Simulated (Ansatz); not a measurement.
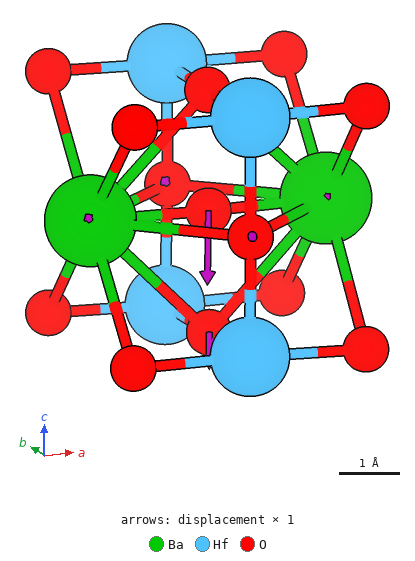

A relaxation of a defect cell of composition Ba$_{8}$Hf$_{8}$O$_{25}$. The starting structure is drawn; purple arrows show the displacements, at their true length.

A ball-and-stick model of the atoms within 4.2 Å of the atom that moves most (axes of the cell of the calculation (origin shifted)), seen slightly off an axis.

Level of theory: Ansatz, DFT, PBEsol, PAW, plane waves. Set-up: plane-wave cutoff 420 eV; k-point mesh 1 × 1 × 1; mesh shifted by (0.25, 0.25, 0.25); no spin polarisation; atoms relaxed in a fixed cell; force threshold 0.03 eV/Å; at most 80 steps.

**Atoms of which element are displaced furthest, and by how much?**

Oxygen: up to 1.29 Å, against 0.18 Å for barium.

**Describe the change and its energy.**

Over 12 accepted moves (14 points after the start) the energy falls by 5.441 eV per cell of the calculation. The largest force component goes from 5.3 to 0.0085 eV/Å. The line search rejected the trial steps at points 8, 12 of the run. The largest move is that of an O atom, 1.29 Å along −c. Largest moves by element: O 1.29 Å, Ba 0.18 Å, Hf 0.09 Å. The lattice vectors keep their values. Some distances before and after: Hf–O 2.925 → 2.225 Å, Ba–O 2.948 → 3.629 Å, O–O 2.077 → 1.450 Å, Ba–O 2.976 → 3.592 Å. New bonds form: Hf–O (2.92 → 2.23 Å), Hf–O (2.92 → 2.24 Å). Among the angles between lasting bonds that change: Ba–O–Ba 178.8° → 113.8°. The run took 94 s on 8 threads of Intel(R) Xeon(R) 6975P-C, peak memory 1.3 GiB.

Limits of the set-up: the periodic images lie only 8.3 Å apart, so the values are limited by the cell's size.
